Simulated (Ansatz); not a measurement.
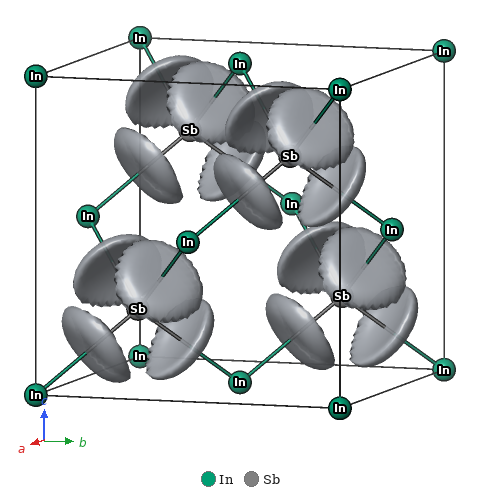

The picture shows: InSb. Isosurface of the ELF at 0.6 (grey), seen slightly off an axis. Core shells and regions of very low density are left out. Sticks mark near contacts.

Space group F-43m; a generated structure, not necessarily the stable one.

Computed with DFT HSE06, spin-orbit coupling, plane waves, PAW (Ansatz 0.2.0).

Core electrons are frozen (PAW), and the valence fields are smoothed inside the atomic spheres.

```
CELL_PARAMETERS angstrom
6.47940 0.00000 0.00000
0.00000 0.00000 -6.47940
0.00000 6.47940 0.00000
ATOMIC_POSITIONS crystal
In 0.50000 0.50000 0.00000
In 0.00000 0.50000 0.50000
In 0.00000 0.00000 0.00000
In 0.50000 0.00000 0.50000
Sb 0.25000 0.75000 0.25000
Sb 0.75000 0.75000 0.75000
Sb 0.75000 0.25000 0.25000
Sb 0.25000 0.25000 0.75000
```

Where are the electrons localised?

Answer. The surface consists of 16 regions between bonded In–Sb atoms (shared pairs), counted in one cell of 8 atoms. Regions shared between cells count once.

Values along the shortest contacts:
In–Sb (2.81 Å): the ELF peaks at about 0.70 between the atoms.
